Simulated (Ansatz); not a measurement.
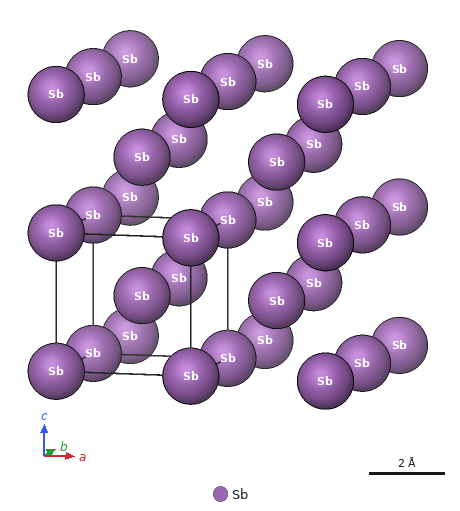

The starting point is a symmetric starting cell of Sb. The picture is a spheres-only view of the conventional cell (2 times the calculation's cell), repeated 2 × 2 × 2 with one cell outlined, seen slightly off an axis. Lengths and directions refer to the drawn axes.

The calculation used DFT PBE, scalar-relativistic, plane waves, PAW (Ansatz). Set-up: plane-wave cutoff 420 eV; k-point mesh 16 × 16 × 16; occupations gaussian; smearing width 0.1 eV; no spin polarisation.

Now this is done to it. All lengths are scaled by +1.2 % (volume +3.8 %), the atoms keeping their fractional coordinates. No relaxation follows. The starting cell wasn't computed here and needn't be at equilibrium, so pressure and forces aren't due to the change alone.

Input file:
```yaml
crystal:
  lattice:
    - [-1.8946390803, 1.8946390803, 1.8946390803]
    - [1.8946390803, -1.8946390803, 1.8946390803]
    - [1.8946390803, 1.8946390803, -1.8946390803]
  atoms:
    - { symbol: Sb, position: [0.0, 0.0, 0.0] }
basis:
  ecutwfc: 420
kpoints:
  mp_grid: { grid: [16, 16, 16] }
hamiltonian:
  xc: pbe
scf:
  occupations: { method: gaussian, width: 0.1 }
output:
  forces: true
  stress: true
  eigenvalues: true
```

Launched with:
```bash
ansatz run input.yaml --threads 1 --pin off --max-ram 1331MiB --backend cpu --events-out ev --progress --plain --runs-dir out
```

### What is the effect?

The pressure is 0.1 GPa (not all of it need come from the change, since the unchanged cell can be under pressure at this level too). All forces vanish by symmetry. Near-neighbour distances before and after: Sb–Sb 3.241 → 3.282 Å. The space group stays Im-3m (No. 229).
